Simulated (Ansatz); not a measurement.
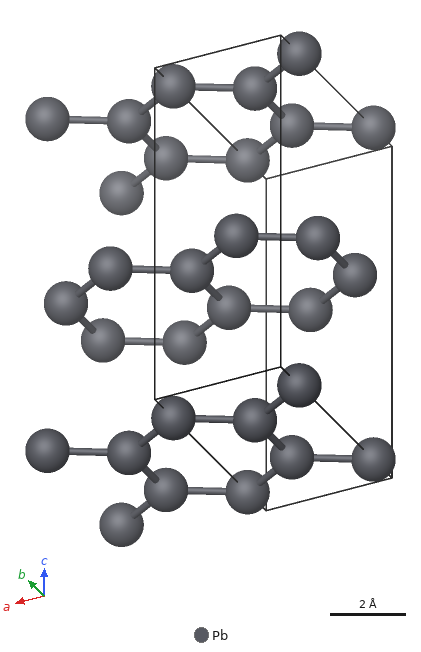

The starting point is a symmetric starting cell of Pb (made from another compound by putting Pb in place of C). The picture is a ball-and-stick view of the conventional cell (4 times the calculation's cell), repeated 2 × 1 × 1 with one cell outlined, seen from a free direction. Lengths and directions refer to the drawn axes.

Computed with Ansatz, DFT PBEsol, scalar-relativistic, plane waves, PAW. (plane-wave cutoff 420 eV; k-point mesh 14 × 14 × 14; occupations gaussian; smearing width 0.1 eV; no spin polarisation)

Change: The cell is strained by +1.4 % along c and −4.6 % across it (volume −7.7 %) and atoms are displaced by 0.09 Å relative to the cell: Pb2 0.09 Å along −b. No relaxation follows. The starting cell wasn't computed here and needn't be at equilibrium, so pressure and forces aren't due to the change alone.

The input:
```yaml
crystal:
  lattice:
    - [0.0, 3.1513604013, 5.2718691695]
    - [1.8190790568, 0.0, 5.2718691695]
    - [1.8190790568, 3.1513604013, 0.0]
  atoms:
    - { symbol: Pb, position: [0.1807743724, 0.8192256276, 0.1807743724] }
    - { symbol: Pb, position: [0.8192256276, 0.1807743724, 0.8192256276] }
basis:
  ecutwfc: 420
kpoints:
  mp_grid: { grid: [14, 14, 14] }
hamiltonian:
  xc: pbesol
scf:
  occupations: { method: gaussian, width: 0.1 }
output:
  forces: true
  stress: true
  eigenvalues: true
  populations: true
```

Question: What is the effect?

Answer: The pressure is 138.5 GPa (not all of it need come from the change, since the unchanged cell can be under pressure at this level too). The principal stresses (compression positive) are 271.7 GPa along a, 144.7 GPa along b, −0.7 GPa along c. The largest forces, 14 eV/Å, act on Pb1 and Pb2; on Pb1 it points along −b. The forces point straight back along the displacements (cosine −1.00). Near-neighbour distances before and after: Pb–Pb 2.202 → 2.018 to 2.279 Å. The space group stays Fmmm (No. 69).

Drawn alike, the variant:

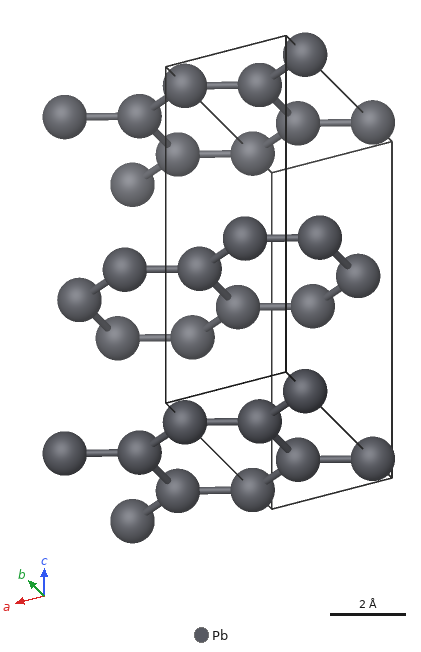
